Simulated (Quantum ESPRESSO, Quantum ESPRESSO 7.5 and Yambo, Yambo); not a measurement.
## A GW chain in Yambo: As (buckled honeycomb monolayer)

How does a plane-wave GW calculation on As (buckled honeycomb monolayer) run from the first input to the gap?

Main program and level: Quantum ESPRESSO 7.5 and Yambo 5.3.0; PBE and many-body steps on it, plane waves.

**1. The structure**

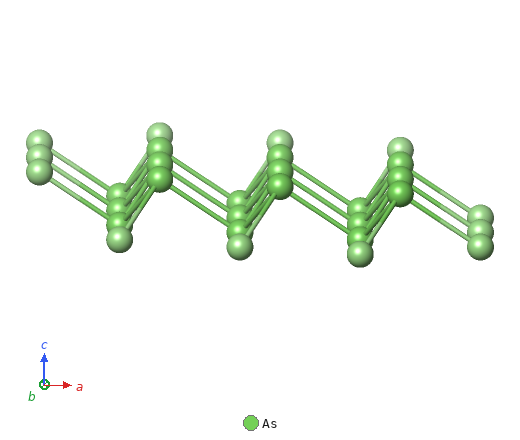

The starting structure, seen nearly edge on (arsenic green). 3×3×1 cells are drawn. Some periodic images of atoms are drawn too.

The cell holds 2 atoms: 2 As. Cell: a = 3.611 Å, b = 3.611 Å, c = 14.000 Å, α = 90.0°, β = 90.0°, γ = 120.0°. Vacuum lies along c.

The structure was relaxed with PBE. The runs that relaxed it are not among those shown.

**2. Ground state**

This step: Quantum ESPRESSO 7.5; DFT, PBE, plane waves, norm-conserving pseudopotentials.

The ground-state density comes first.

Input file pw.in:

```
&control
  calculation = 'scf'
  prefix = 'x'
  outdir = 'o'
  pseudo_dir = 'pseudo'
/
&system
  ibrav = 0
  nat = 2
  ntyp = 1
  ecutwfc = 100.0
  nbnd = 28
  force_symmorphic = .true.
/
&electrons
  conv_thr = 1e-10
  electron_maxstep = 80
  mixing_beta = 0.5
/
ATOMIC_SPECIES
  As 74.922 As.upf
CELL_PARAMETERS angstrom
  3.6112698141 -0.0000000000 0.0000000000
  -1.8056349070 3.1274513989 0.0000000000
  0.0000000000 0.0000000000 14.0000000000
ATOMIC_POSITIONS crystal
  As 0.3333333333 0.6666666667 0.4503483115
  As 0.6666666667 0.3333333333 0.5496516885
K_POINTS automatic
  12 12 1 0 0 0
```

Launch:

```console
OMP_NUM_THREADS=1 mpirun -n 8 pw.x -nk 8 -in pw.in > pw.out
```

The log of the run:

```text
Program PWSCF v.7.5 starts

     This program is part of the open-source Quantum ESPRESSO suite
     for quantum simulation of materials; please cite
         "P. Giannozzi et al., J. Phys.:Condens. Matter 21 395502 (2009);
         "P. Giannozzi et al., J. Phys.:Condens. Matter 29 465901 (2017);
         "P. Giannozzi et al., J. Chem. Phys. 152 154105 (2020);
     in publications or presentations arising from this work. More details at
     Message from routine setup:
     using ibrav=0 with symmetry is DISCOURAGED, use correct ibrav instead

     G-vector sticks info

     bravais-lattice index     =            0
     lattice parameter (alat)  =       6.8243  a.u.
     unit-cell volume          =    1067.0263 (a.u.)^3
     number of atoms/cell      =            2
     number of atomic types    =            1
     number of electrons       =        46.00
     number of Kohn-Sham states=           28
     kinetic-energy cutoff     =     100.0000  Ry
     charge density cutoff     =     400.0000  Ry
     scf convergence threshold =      1.0E-10
     mixing beta               =       0.5000
     number of iterations used =            8  plain     mixing
     Exchange-correlation= PBE
                           (   1   4   3   4   0   0   0)

     celldm(1)=   6.824311  celldm(2)=   0.000000  celldm(3)=   0.000000
     celldm(4)=   0.000000  celldm(5)=   0.000000  celldm(6)=   0.000000

     crystal axes: (cart. coord. in units of alat)
               a(1) = (   1.000000  -0.000000   0.000000 )
               a(2) = (  -0.500000   0.866025   0.000000 )
               a(3) = (   0.000000   0.000000   3.876753 )

     reciprocal axes: (cart. coord. in units 2 pi/alat)
               b(1) = (  1.000000  0.577350 -0.000000 )
               b(2) = (  0.000000  1.154701 -0.000000 )
               b(3) = ( -0.000000 -0.000000  0.257948 )
     Pseudo is Norm-conserving + core correction, Zval = 23.0
     Generated using ONCVPSP code by D. R. Hamann
     Using radial grid of 1358 points,  6 beta functions with:
     As               23.00    74.92200     As( 1.00)

     12 Sym. Ops., with inversion, found

   Cartesian axes

     site n.     atom                  positions (alat units)
         1        As     tau(   1) = (  -0.0000000   0.5773503   1.7458890  )
         2        As     tau(   2) = (   0.5000000   0.2886751   2.1308637  )

     number of k points=    19
                       cart. coord. in units 2pi/alat
        k(    1) = (   0.0000000   0.0000000   0.0000000), wk =   0.0138889
        k(    2) = (   0.0000000   0.0962250   0.0000000), wk =   0.0833333
        k(    3) = (   0.0000000   0.1924501   0.0000000), wk =   0.0833333
        k(    4) = (   0.0000000   0.2886751   0.0000000), wk =   0.0833333
        k(    5) = (   0.0000000   0.3849002   0.0000000), wk =   0.0833333
        k(    6) = (   0.0000000   0.4811252   0.0000000), wk =   0.0833333
        k(    7) = (   0.0000000  -0.5773503   0.0000000), wk =   0.0416667
        k(    8) = (   0.0833333   0.1443376   0.0000000), wk =   0.0833333
        k(    9) = (   0.0833333   0.2405626   0.0000000), wk =   0.1666667
        k(   10) = (   0.0833333   0.3367877   0.0000000), wk =   0.1666667
     [... 7 further rows ...]
        k(   18) = (   0.2500000   0.5292377   0.0000000), wk =   0.1666667
        k(   19) = (   0.3333333   0.5773503   0.0000000), wk =   0.0277778

     Dense  grid:   144181 G-vectors     FFT dimensions: (  45,  45, 180)

     Initial potential from superposition of free atoms

     starting charge      45.9995, renormalised to      46.0000
     Starting wfcs are   26 randomized atomic wfcs +    2 random wfcs

     per-process dynamical memory:   103.4 Mb

     Self-consistent Calculation

     iteration #  1     ecut=   100.00 Ry     beta= 0.50

     Threshold (ethr) on eigenvalues was too large:
     Diagonalizing with lowered threshold

     total energy              =   -1221.02029920 Ry
     estimated scf accuracy    <       0.02090100 Ry

     iteration #  2     ecut=   100.00 Ry     beta= 0.50

     total energy              =   -1221.02048189 Ry
     estimated scf accuracy    <       0.00369591 Ry

     iteration #  3     ecut=   100.00 Ry     beta= 0.50

     total energy              =   -1221.02065685 Ry
     estimated scf accuracy    <       0.00007853 Ry

     iteration #  4     ecut=   100.00 Ry     beta= 0.50

     total energy              =   -1221.02066274 Ry
     estimated scf accuracy    <       0.00000731 Ry

     iteration #  5     ecut=   100.00 Ry     beta= 0.50

     total energy              =   -1221.02066348 Ry
     estimated scf accuracy    <       0.00000016 Ry

     iteration #  6     ecut=   100.00 Ry     beta= 0.50

     total energy              =   -1221.02066351 Ry
     estimated scf accuracy    <       0.00000002 Ry

     iteration #  7     ecut=   100.00 Ry     beta= 0.50

     total energy              =   -1221.02066352 Ry
     estimated scf accuracy    <          6.9E-10 Ry

     iteration #  8     ecut=   100.00 Ry     beta= 0.50

     total energy              =   -1221.02066352 Ry
     estimated scf accuracy    <          1.4E-10 Ry

     iteration #  9     ecut=   100.00 Ry     beta= 0.50

     End of self-consistent calculation

          k = 0.0000 0.0000 0.0000 ( 18001 PWs)   bands (ev):

  -185.6156-185.6150-129.0136-129.0136-129.0112-129.0112-128.9556-128.9535
   -36.0724 -36.0724 -36.0393 -36.0393 -35.9786 -35.9637 -35.9637 -35.9205
   -35.9088 -35.9088 -14.3315  -8.0643  -1.4310  -0.9090  -0.9090   1.0392
     2.5909   2.5909   3.6642   3.9630

          k = 0.0000 0.0962 0.0000 ( 17967 PWs)   bands (ev):

  -185.6156-185.6150-129.0136-129.0136-129.0112-129.0112-128.9555-128.9536
   -36.0724 -36.0707 -36.0387 -36.0376 -35.9790 -35.9647 -35.9629 -35.9216
   -35.9106 -35.9089 -14.2398  -8.0534  -1.7899  -1.3879  -1.1128   1.6568
     2.4756   2.7994   3.7775   4.0984

          k = 0.0000 0.1925 0.0000 ( 17989 PWs)   bands (ev):

  -185.6155-185.6151-129.0136-129.0135-129.0113-129.0112-128.9554-128.9537
   -36.0722 -36.0658 -36.0366 -36.0330 -35.9799 -35.9678 -35.9608 -35.9255
   -35.9150 -35.9092 -13.9675  -8.0679  -3.0918  -1.5658  -1.2975   1.3573
     3.1454   3.2110   4.0967   4.4631

          k = 0.0000 0.2887 0.0000 ( 18001 PWs)   bands (ev):

     [... further k-points ...]

     highest occupied, lowest unoccupied level (ev):    -0.9090    0.7366

!    total energy              =   -1221.02066352 Ry
     estimated scf accuracy    <          3.3E-12 Ry

     The total energy is the sum of the following terms:
     one-electron contribution =   -2893.35697663 Ry
     hartree contribution      =    1397.79642297 Ry
     xc contribution           =    -110.50593699 Ry
     ewald contribution        =     385.04582713 Ry

     convergence has been achieved in   9 iterations

     XML data file, charge density, pseudopotentials, collected wavefunctions

=------------------------------------------------------------------------------=
   JOB DONE.
=------------------------------------------------------------------------------=
```

Run time: 28 s. Hardware: 8 MPI ranks of Arm Neoverse V2, shared host; peak memory 1.4 GiB.

This step gave:

| Item | Value |
| --- | --- |
| total energy | -16612.8324 eV |
| gap | 1.646 eV |
| k of the valence top | 0, 0, 0 |
| k of the conduction bottom | 0, 0.3333, 0 |
| least direct gap | 1.948 eV |

The gap is indirect, with the least direct gap 0.30 eV higher.

**3. Bands along the symmetry lines**

The cheap functional maps the bands first; the places of the edges decide which points the dearer methods must see.

Input file pw.in:

```
&control
  calculation = 'bands'
  prefix = 'x'
  outdir = 'o'
  pseudo_dir = 'pseudo'
/
&system
  ibrav = 0
  nat = 2
  ntyp = 1
  ecutwfc = 100.0
  nbnd = 29
  force_symmorphic = .true.
/
&electrons
  conv_thr = 1e-9
  electron_maxstep = 80
  diago_full_acc = .true.
  diago_thr_init = 5e-6
/
ATOMIC_SPECIES
  As 74.922 As.upf
CELL_PARAMETERS angstrom
  3.6112698141 -0.0000000000 0.0000000000
  -1.8056349070 3.1274513989 0.0000000000
  0.0000000000 0.0000000000 14.0000000000
ATOMIC_POSITIONS crystal
  As 0.3333333333 0.6666666667 0.4503483115
  As 0.6666666667 0.3333333333 0.5496516885
K_POINTS crystal
  25
  0.00000000 0.00000000 0.00000000 1
  0.06250000 0.00000000 0.00000000 1
  0.12500000 0.00000000 0.00000000 1
  0.18750000 0.00000000 0.00000000 1
  0.25000000 0.00000000 0.00000000 1
  0.31250000 0.00000000 0.00000000 1
  0.37500000 0.00000000 0.00000000 1
  0.43750000 0.00000000 0.00000000 1
  0.50000000 0.00000000 0.00000000 1
  0.47916667 0.04166667 0.00000000 1
  0.45833333 0.08333333 0.00000000 1
  0.43750000 0.12500000 0.00000000 1
  0.41666666 0.16666666 0.00000000 1
  0.39583333 0.20833333 0.00000000 1
  0.37500000 0.25000000 0.00000000 1
  0.35416666 0.29166666 0.00000000 1
  0.33333333 0.33333333 0.00000000 1
  0.29166666 0.29166666 0.00000000 1
  0.25000000 0.25000000 0.00000000 1
  0.20833333 0.20833333 0.00000000 1
  0.16666666 0.16666666 0.00000000 1
  0.12500000 0.12500000 0.00000000 1
  0.08333333 0.08333333 0.00000000 1
  0.04166667 0.04166667 0.00000000 1
  0.00000000 0.00000000 0.00000000 1
```

The log of the run:

```text
[banner, memory and clock lines left out]
Program PWSCF v.7.5 starts

     Atomic positions and unit cell read from directory:
     o/x.save/

     Message from routine setup:
     using ibrav=0 with symmetry is DISCOURAGED, use correct ibrav instead

     G-vector sticks info

     bravais-lattice index     =            0
     lattice parameter (alat)  =       6.8243  a.u.
     unit-cell volume          =    1067.0263 (a.u.)^3
     number of atoms/cell      =            2
     number of atomic types    =            1
     number of electrons       =        46.00
     number of Kohn-Sham states=           29
     kinetic-energy cutoff     =     100.0000  Ry
     charge density cutoff     =     400.0000  Ry
     Exchange-correlation= PBE
                           (   1   4   3   4   0   0   0)

     celldm(1)=   6.824311  celldm(2)=   0.000000  celldm(3)=   0.000000
     celldm(4)=   0.000000  celldm(5)=   0.000000  celldm(6)=   0.000000

     crystal axes: (cart. coord. in units of alat)
               a(1) = (   1.000000  -0.000000   0.000000 )
               a(2) = (  -0.500000   0.866025   0.000000 )
               a(3) = (   0.000000   0.000000   3.876753 )

     reciprocal axes: (cart. coord. in units 2 pi/alat)
               b(1) = (  1.000000  0.577350 -0.000000 )
               b(2) = (  0.000000  1.154701 -0.000000 )
               b(3) = ( -0.000000 -0.000000  0.257948 )
     Pseudo is Norm-conserving + core correction, Zval = 23.0
     Generated using ONCVPSP code by D. R. Hamann
     Using radial grid of 1358 points,  6 beta functions with:
     As               23.00    74.92200     As( 1.00)

     12 Sym. Ops., with inversion, found

   Cartesian axes

     site n.     atom                  positions (alat units)
         1        As     tau(   1) = (  -0.0000000   0.5773503   1.7458890  )
         2        As     tau(   2) = (   0.5000000   0.2886751   2.1308637  )

     number of k points=    25
                       cart. coord. in units 2pi/alat
        k(    1) = (   0.0000000   0.0000000   0.0000000), wk =   0.0800000
        k(    2) = (   0.0625000   0.0360844   0.0000000), wk =   0.0800000
        k(    3) = (   0.1250000   0.0721688   0.0000000), wk =   0.0800000
[...]
[... 13 further rows ...]
        k(   24) = (   0.0416667   0.0721688   0.0000000), wk =   0.0800000
        k(   25) = (   0.0000000   0.0000000   0.0000000), wk =   0.0800000

     Dense  grid:   144181 G-vectors     FFT dimensions: (  45,  45, 180)

     The potential is recalculated from file :
     o/x.save/charge-density

     Starting wfcs are   26 randomized atomic wfcs +    3 random wfcs

     Band Structure Calculation

     End of band structure calculation

          k = 0.0000 0.0000 0.0000 ( 18001 PWs)   bands (ev):

  -185.6156-185.6150-129.0136-129.0136-129.0112-129.0112-128.9556-128.9535
   -36.0724 -36.0724 -36.0393 -36.0393 -35.9786 -35.9637 -35.9637 -35.9205
   -35.9088 -35.9088 -14.3315  -8.0643  -1.4310  -0.9090  -0.9090   1.0392
     2.5909   2.5909   3.6642   3.9630   5.6607

          k = 0.0625 0.0361 0.0000 ( 17973 PWs)   bands (ev):

  -185.6156-185.6150-129.0136-129.0136-129.0112-129.0112-128.9556-128.9536
   -36.0724 -36.0714 -36.0389 -36.0384 -35.9788 -35.9643 -35.9632 -35.9211
[...]
2.4820   2.7140   3.7291   4.0390   5.7178

          k = 0.1250 0.0722 0.0000 ( 17969 PWs)   bands (ev):

  -185.6156-185.6150-129.0136-129.0135-129.0113-129.0112-128.9555-128.9536
[...]
2.7527   3.0028   3.9120   4.2645   5.8474

[...]
k = 0.0417 0.0722 0.0000 ( 17975 PWs)   bands (ev):

  -185.6156-185.6150-129.0136-129.0136-129.0112-129.0112-128.9555-128.9536
[...]
2.4158   2.7827   3.7499   4.0647   5.7345

          k = 0.0000 0.0000 0.0000 ( 18001 PWs)   bands (ev):

  -185.6156-185.6150-129.0136-129.0136-129.0112-129.0112-128.9556-128.9535
   -36.0724 -36.0724 -36.0393 -36.0393 -35.9786 -35.9637 -35.9637 -35.9205
   -35.9088 -35.9088 -14.3315  -8.0643  -1.4310  -0.9090  -0.9090   1.0392
     2.5909   2.5909   3.6642   3.9630   5.6607

     XML data file, pseudopotentials, collected wavefunctions
```

Elapsed: 10 s, on 8 MPI ranks; peak memory 1.1 GiB; 80 s of CPU time.

This step gave:

| Item | Value |
| --- | --- |
| gap | 1.630 eV |
| k of the valence top | 0, 0, 0 |
| k of the conduction bottom | 0.3125, 0, 0 |
| least direct gap | 1.948 eV |

The gap is 1.630 eV, −0.015 eV from the run before at this level.

The electronic bands at the labelled points (eV, zero at the top of the highest filled band):

```tsv
point	band 20	band 21	band 22	band 23	band 24	band 25	band 26	band 27
Γ	-7.16	-0.52	0.00	0.00	1.95	3.50	3.50	4.57
M	-9.08	-3.38	-1.86	-1.54	2.00	3.18	4.52	6.29
K	-9.91	-4.32	-1.96	-1.96	2.04	4.59	4.59	8.05
Γ	-7.16	-0.52	0.00	0.00	1.95	3.50	3.50	4.57
```

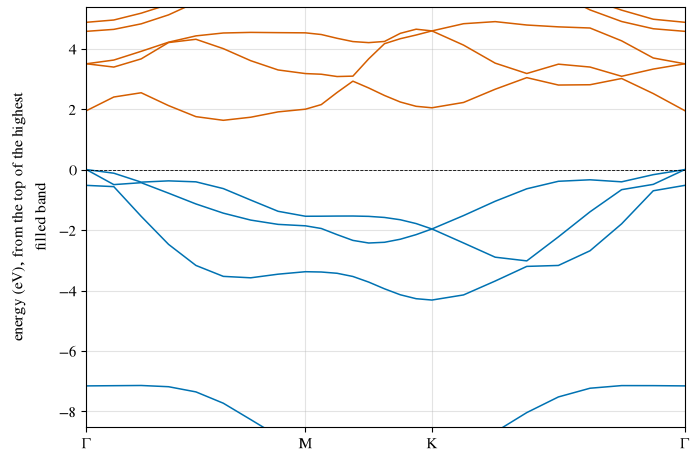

Electronic bands along the path; lines of filled and empty bands in two colours.

**4. Empty states on the mesh, 6×6×1 mesh, 97 bands**

The sums over transitions need many empty states on a uniform mesh; this step solves for them.

Input file pw.in:

```
&control
  calculation = 'nscf'
  prefix = 'x'
  outdir = 'o'
  pseudo_dir = 'pseudo'
/
&system
  ibrav = 0
  nat = 2
  ntyp = 1
  ecutwfc = 100.0
  nbnd = 97
  force_symmorphic = .true.
/
&electrons
  conv_thr = 1e-9
  electron_maxstep = 80
  diago_full_acc = .true.
  diago_thr_init = 5e-6
/
ATOMIC_SPECIES
  As 74.922 As.upf
CELL_PARAMETERS angstrom
  3.6112698141 -0.0000000000 0.0000000000
  -1.8056349070 3.1274513989 0.0000000000
  0.0000000000 0.0000000000 14.0000000000
ATOMIC_POSITIONS crystal
  As 0.3333333333 0.6666666667 0.4503483115
  As 0.6666666667 0.3333333333 0.5496516885
K_POINTS automatic
  6 6 1 0 0 0
```

Launch:

```console
OMP_NUM_THREADS=1 mpirun -n 8 pw.x -nk 4 -in pw.in > pw.out
```

The log of the run:

```text
[banner, memory and clock lines left out]
Program PWSCF v.7.5 starts

     Atomic positions and unit cell read from directory:
     o/x.save/

     Message from routine setup:
     using ibrav=0 with symmetry is DISCOURAGED, use correct ibrav instead

     bravais-lattice index     =            0
     lattice parameter (alat)  =       6.8243  a.u.
     unit-cell volume          =    1067.0263 (a.u.)^3
     number of atoms/cell      =            2
     number of atomic types    =            1
     number of electrons       =        46.00
     number of Kohn-Sham states=           97
     kinetic-energy cutoff     =     100.0000  Ry
     charge density cutoff     =     400.0000  Ry
     Exchange-correlation= PBE
                           (   1   4   3   4   0   0   0)

     celldm(1)=   6.824311  celldm(2)=   0.000000  celldm(3)=   0.000000
     celldm(4)=   0.000000  celldm(5)=   0.000000  celldm(6)=   0.000000

     crystal axes: (cart. coord. in units of alat)
               a(1) = (   1.000000  -0.000000   0.000000 )
               a(2) = (  -0.500000   0.866025   0.000000 )
               a(3) = (   0.000000   0.000000   3.876753 )

     reciprocal axes: (cart. coord. in units 2 pi/alat)
               b(1) = (  1.000000  0.577350 -0.000000 )
               b(2) = (  0.000000  1.154701 -0.000000 )
               b(3) = ( -0.000000 -0.000000  0.257948 )
     Pseudo is Norm-conserving + core correction, Zval = 23.0
     Generated using ONCVPSP code by D. R. Hamann
     Using radial grid of 1358 points,  6 beta functions with:
     As               23.00    74.92200     As( 1.00)

     12 Sym. Ops., with inversion, found

   Cartesian axes

     site n.     atom                  positions (alat units)
         1        As     tau(   1) = (  -0.0000000   0.5773503   1.7458890  )
         2        As     tau(   2) = (   0.5000000   0.2886751   2.1308637  )

     number of k points=     7
                       cart. coord. in units 2pi/alat
        k(    1) = (   0.0000000   0.0000000   0.0000000), wk =   0.0555556
        k(    2) = (   0.0000000   0.1924501   0.0000000), wk =   0.3333333
        k(    3) = (   0.0000000   0.3849002   0.0000000), wk =   0.3333333
        k(    4) = (   0.0000000  -0.5773503   0.0000000), wk =   0.1666667
        k(    5) = (   0.1666667   0.2886751   0.0000000), wk =   0.3333333
        k(    6) = (   0.1666667   0.4811252   0.0000000), wk =   0.6666667
        k(    7) = (   0.3333333   0.5773503   0.0000000), wk =   0.1111111

     Dense  grid:   144181 G-vectors     FFT dimensions: (  45,  45, 180)

     The potential is recalculated from file :
     o/x.save/charge-density

     Starting wfcs are   26 randomized atomic wfcs +   71 random wfcs

     Band Structure Calculation

     End of band structure calculation

          k = 0.0000 0.0000 0.0000 ( 18001 PWs)   bands (ev):

  -185.6156-185.6150-129.0136-129.0136-129.0112-129.0112-128.9556-128.9535
   -36.0725 -36.0725 -36.0393 -36.0393 -35.9786 -35.9637 -35.9637 -35.9205
   -35.9088 -35.9088 -14.3315  -8.0643  -1.4310  -0.9090  -0.9090   1.0392
     2.5909   2.5909   3.6642   3.9630   5.6607   6.9897   8.2441   9.2675
[...]
33.9040

          k = 0.0000 0.1925 0.0000 ( 17989 PWs)   bands (ev):

  -185.6155-185.6151-129.0136-129.0135-129.0113-129.0112-128.9554-128.9537
[...]
34.9174

          k = 0.0000 0.3849 0.0000 ( 18027 PWs)   bands (ev):

  -185.6155-185.6151-129.0137-129.0132-129.0117-129.0111-128.9551-128.9540
[...]
29.6868  29.9012  29.9846  30.4616  30.6567  31.1708  31.3293  31.6336
    32.3108  33.1659  33.2826  33.4428  33.5312  33.6466  33.8154  33.8323
    34.3604

          k = 0.0000-0.5774 0.0000 ( 18060 PWs)   bands (ev):

     [... further k-points ...]

     highest occupied, lowest unoccupied level (ev):    -0.9090    0.7366

     XML data file, pseudopotentials, collected wavefunctions
```

The job ended after 16 s (8 MPI ranks; peak memory 1.1 GiB; 2.2 min of CPU time).

This step gave:

* gap: 1.646 eV
* k of the valence top: 0, 0, 0
* k of the conduction bottom: 0, 0.3333, 0
* least direct gap: 1.948 eV
* k points computed: 7
* lowest point of the top converged band, above the valence top: 34.81 eV

On this mesh the gap is 1.646 eV.

(Part 1 of 2 ends here.)

[Paths, hosts, dates, memory and timing lines, banners, echoed tables and standing remarks are left out of the program output.]

[Logs are printed without paths, hosts, clocks, repeated set-up lines and the standing remarks that a program may print on its own settings, such as how far it seeks lower states.]

[Runs of the session that timed out or met a known fault of the program may be left out.]

[Hosts, paths, dates, database ids (printed as entryN), source tags and the programs' standing remarks are cut or masked in the printed files.]
